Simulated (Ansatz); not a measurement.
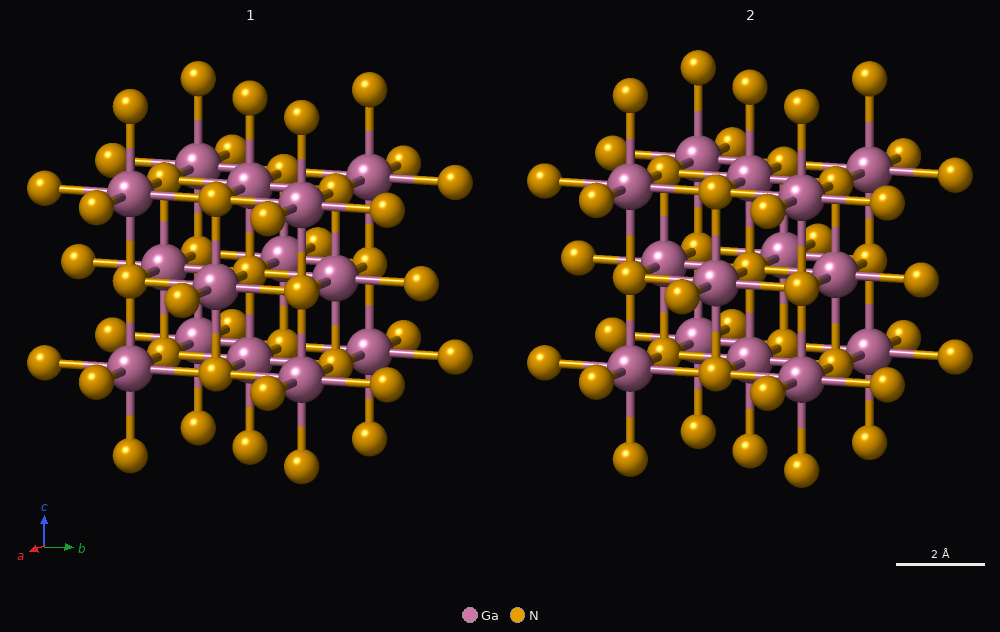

Two geometries of solid GaN (built on the rocksalt type) at its r2SCAN-relaxed geometry: one is the relaxed structure, the other was perturbed away from it. The picture is a ball-and-stick view of the conventional cell (4 times the calculation's cell), seen slightly off an axis. Lengths and directions refer to the drawn axes.

Level of theory: Ansatz, DFT, r2SCAN, plane waves, PAW. Set-up: plane-wave cutoff 500 eV; k-point mesh 10 × 10 × 10; occupations fixed; no spin polarisation.

Q: Which is the distorted one, and what does the distortion cost?

A: Structure 1 is the perturbed one. The cell is strained by −4.0 % along c and none across it (volume −4.0 %). The atoms were relaxed with r2SCAN under that strain, and this is a single point on that geometry. The energy rises by 20.2 meV per atom. The pressure goes from 0.0 to 11.7 GPa. The principal stresses (compression positive) are 18.7 GPa along c and 8.1 GPa across it. All forces vanish by symmetry. Near-neighbour distances before and after: Ga–N 2.109 → 2.024 to 2.109 Å. The space group (tolerance 0.01 Å) goes from Fm-3m (No. 225) to I4/mmm (No. 139).
